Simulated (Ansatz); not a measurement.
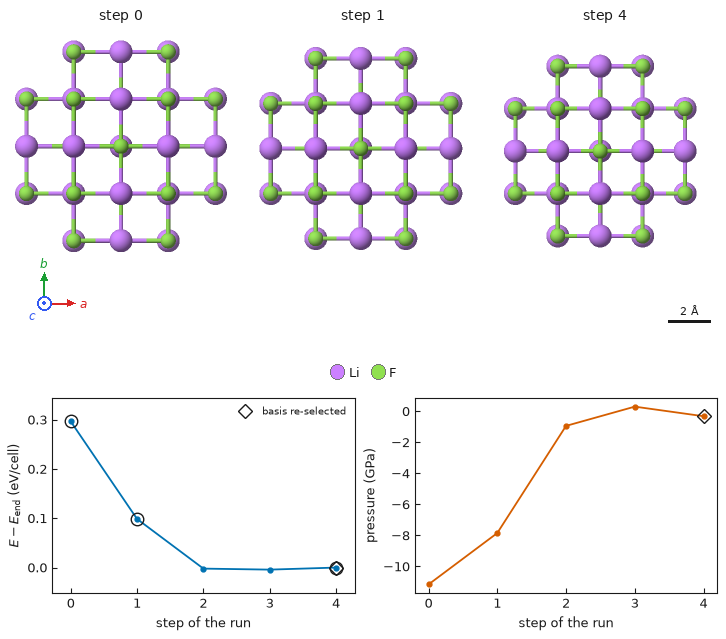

Frames of a relaxation of a crystal of LiF (a generated structure, set up in Fm-3m) (coarse preliminary run), marked on the history of the run. A ball-and-stick model of the conventional cell (4 times the calculation's cell), seen along the c axis. Lengths and directions refer to the drawn axes.

Case: Br → F, Na → Li on all its sites, cell and atoms relaxed.

Method: Ansatz 0.2.0, DFT PBE, scalar-relativistic, plane waves, PAW.

Input file:
```yaml
crystal:
  lattice:
    - [0.0, 2.2667050704, 2.2667050704]
    - [2.2667050704, 0.0, 2.2667050704]
    - [2.2667050704, 2.2667050704, 0.0]
  atoms:
    - { symbol: Li, position: [0.0, 0.0, 0.0] }
    - { symbol: F, position: [0.5, 0.5, 0.5] }
basis:
  ecutwfc: 420
kpoints:
  mp_grid: { grid: [8, 8, 8] }
hamiltonian:
  xc: pbe
scf:
  occupations: { method: gaussian, width: 0.1 }
output:
  forces: true
  stress: true
  eigenvalues: true
relax:
  adjacent_minimum: "off"
  f_tol: 0.05
  max_steps: 60
  cell: { stress_tol: 0.5 }
```

Launched with:
```bash
ansatz run input.yaml --threads 1 --pin off --max-ram 2560MiB --backend cpu --events-out ev --progress --plain --runs-dir out
```

> What happens along the run?

No atom moves by more than 0.005 Å relative to the cell. The volume changes by −27.4 %, with a = b = c 4.533 → 4.074 Å (−10.1 %). Near-neighbour distances that change, for instance: Li1–F2 2.267 → 2.037 Å. The space group stays Fm-3m (No. 225). Over 3 accepted moves (4 points after the start) the energy falls by 0.296 eV per cell of the calculation. All forces vanish by symmetry, so only the cell relaxes. The pressure goes from −11.16 to −0.32 GPa. The SCF was repeated once at an unchanged geometry on a basis and grid sized afresh for the cell, which shifted the energy by 4.2 meV per cell of the calculation at most. From step 0 to 1: volume −13.3 %, energy −0.198 eV per cell of the calculation. From step 1 to 4: volume −16.2 %, energy −98.6 meV per cell of the calculation.

| step | E − E(0), meV/atom | pressure, GPa | volume, Å³/atom | note |
| --- | --- | --- | --- | --- |
| 0 | 0.00 | -11.16 | 11.646 |  |
| 1 | -98.94 | -7.84 | 10.093 |  |
| 2 | -149.30 | -0.94 | 8.623 |  |
| 3 | -150.33 | 0.30 | 8.455 |  |
| 4 | -148.25 | -0.32 | 8.455 | same geometry, new basis |
